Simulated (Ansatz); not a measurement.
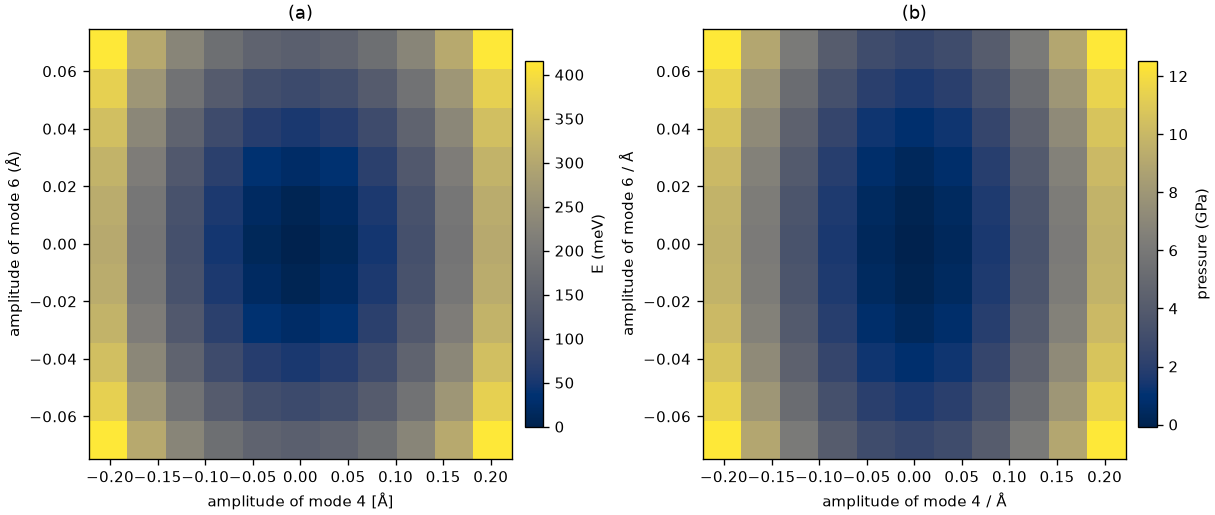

W (Fm-3m, No. 225; 2 atoms in the cell). 
- The energy is mapped over two normal modes frozen in (zone-centre modes of the 2-atom cell of this scan, which folds in the wave vector (0, 1/2, 1/2) of the primitive cell).
- First axis: amplitude of mode 4 (104 cm⁻¹), largest displacement. Second axis: amplitude of mode 6 (220 cm⁻¹), largest displacement.
- Nothing is relaxed (the cell and all other modes fixed).
- Grid: 11 × 11 points; 36 points were computed and 85 follow by symmetry.
- Points are written as (first, second).
- Energies: meV per cell, counted from the lowest grid point.
- Computed with DFT LDA, scalar-relativistic, plane waves, PAW (Ansatz 0.2.0). Settings: cutoff 420 eV, k-mesh 16×16×12 in the order of the run's cell vectors, gaussian smearing 0.15 eV, no spin polarisation.

Panel (a) is the energy and panel (b) the computed pressure on the same grid.

In the figure: one coloured cell a grid point.

> How does the pressure vary over the map, and what is it at the lowest grid point?

It runs from −0.1 GPa at (0.000 Å, 0.000 Å) to 12.5 GPa at (−0.202 Å, −0.068 Å). At the lowest grid point, (0.000 Å, 0.000 Å), it is −0.1 GPa.

```tsv
second ↓, first →	−0.202	−0.162	−0.121	−0.081	−0.040	0.000	0.040	0.081	0.121	0.162	0.202
0.068	12.5	9.0	6.1	4.1	2.9	2.5	2.9	4.1	6.1	9.0	12.5
0.054	11.5	8.0	5.2	3.2	2.0	1.6	2.0	3.2	5.2	8.0	11.5
0.041	10.7	7.2	4.4	2.5	1.3	0.9	1.3	2.5	4.4	7.2	10.7
0.027	10.1	6.6	3.9	1.9	0.8	0.3	0.8	1.9	3.9	6.6	10.1
0.014	9.7	6.2	3.5	1.6	0.4	0.0	0.4	1.6	3.5	6.2	9.7
0.000	9.6	6.1	3.4	1.5	0.3	−0.1	0.3	1.5	3.4	6.1	9.6
−0.014	9.7	6.2	3.5	1.6	0.4	0.0	0.4	1.6	3.5	6.2	9.7
−0.027	10.1	6.6	3.9	1.9	0.8	0.3	0.8	1.9	3.9	6.6	10.1
−0.041	10.7	7.2	4.4	2.5	1.3	0.9	1.3	2.5	4.4	7.2	10.7
−0.054	11.5	8.0	5.2	3.2	2.0	1.6	2.0	3.2	5.2	8.0	11.5
−0.068	12.5	9.0	6.1	4.1	2.9	2.5	2.9	4.1	6.1	9.0	12.5
```

PAW datasets: the set soft_1.
